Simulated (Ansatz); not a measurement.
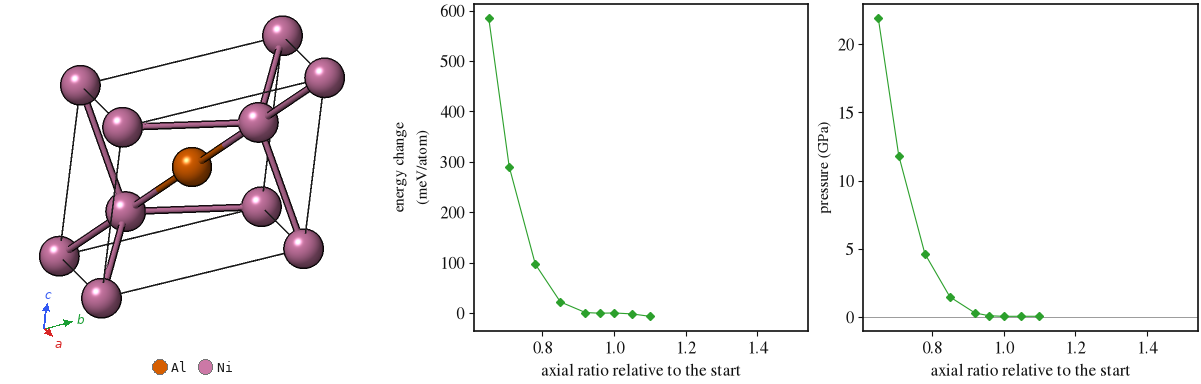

The picture above shows the energy change and pressure against relative axial ratio for AlNi₃, space group Fm-3m (No. 225). The cell is drawn beside the plot.

The given structure:
```yaml
crystal:
  lattice:
    - [0.00000, 2.79841, 2.79841]
    - [2.79841, 0.00000, 2.79841]
    - [2.79841, 2.79841, 0.00000]
  atoms:
    - { symbol: Al, position: [0.50000, 0.50000, 0.50000] }
    - { symbol: Ni, position: [0.25000, 0.25000, 0.25000] }
    - { symbol: Ni, position: [0.00000, 0.00000, 0.00000] }
    - { symbol: Ni, position: [0.75000, 0.75000, 0.75000] }
```

Calculation (Ansatz 0.2.0): deformation of a crystal at fixed volume, lengths along the axis scaled against those across it, fractional coordinates fixed, by plane-wave density functional theory with PAW datasets, free energies less that of the undisturbed cell, pressure positive in compression; scalar-relativistic. Level: PBEsol, no spin polarisation.

- wave cutoff: 420 eV
- k mesh: 16×16×16
- occupations: Gaussian
- smearing width: 0.15 eV
- k shift: (0, 0, 0) (mesh steps)
- start: relaxed
- path: tetragonal
- axis direction: (0, 0, 1) (Cartesian unit vector)

The points at relative axial ratio 1.200, 1.300, 1.414 and 1.500 are left out of the plot. What values does the calculation give there?

```
axial ratio relative to the start  energy change (meV/atom)  pressure (GPa)
                            1.200                       -19             0.0
                            1.300                       -27            -0.1
                            1.414                       -22            -0.1
                            1.500                        -4             0.2
```

Note: no spin polarisation, a magnetic state may lie lower.
